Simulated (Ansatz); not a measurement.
Structure of Mo:

```
Mo
1.0
     2.59195    0.00000    0.00000
     0.00000    2.59195    0.00000
     0.00000    0.00000    2.59195
Mo
1
Cartesian
  0.0000 0.0000 0.0000
```

It is based on the geometry relaxed with Ansatz 0.2.0, DFT, r2SCAN, plane waves (500 eV) with PAW, scalar-relativistic; the starting structure was generated, so it need not be a known form of this composition.

> Predict radii and indices of the first 5 visible rings (3 % of the strongest or more) for λ = 0.1665 Å and a flat detector at 1340 mm.

| ring | radius | 2θ (°) | d (Å) | hkl |
| --- | --- | --- | --- | --- |
| 1 | 86.2 mm | 3.68 | 2.59 | 100 |
| 2 | 122.1 mm | 5.21 | 1.833 | 110 |
| 3 | 149.8 mm | 6.38 | 1.496 | 111 |
| 4 | 173.2 mm | 7.37 | 1.296 | 200 |
| 5 | 194.0 mm | 8.24 | 1.159 | 210 |

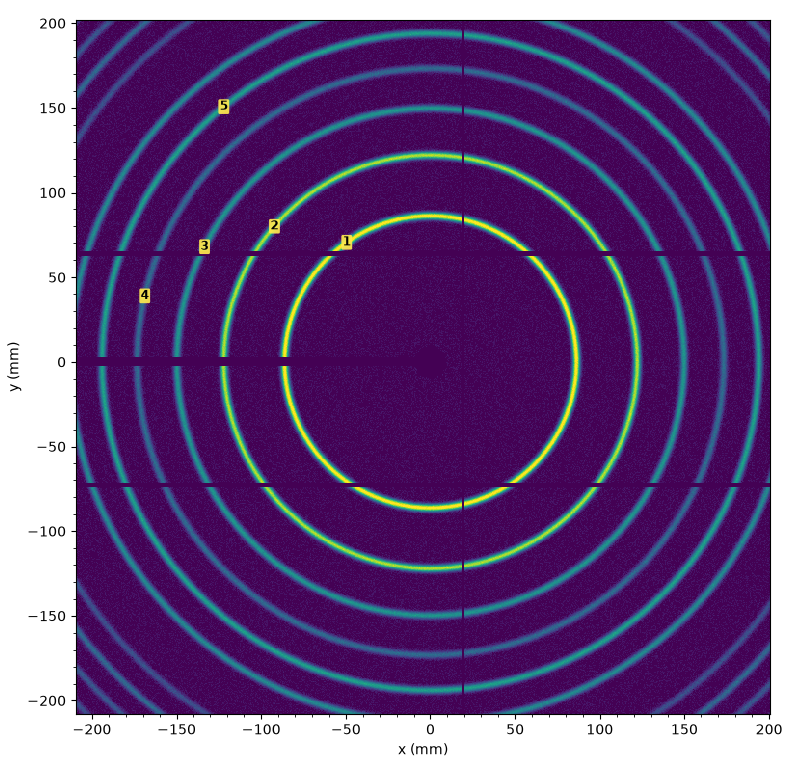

Simulated X-ray powder rings on a flat area detector normal to the beam: λ = 0.1665 Å, sample-to-detector distance 1340 mm, axes in mm from the beam centre, for a fine-grained powder without texture. Kinematic intensities with B = 1.0 Å² for all atoms, without absorption; brightness goes as intensity to the power 0.5, clipped at the top, with counting noise. Reflections closer than the ring width show as one ring. The numbers mark the rings of the table.
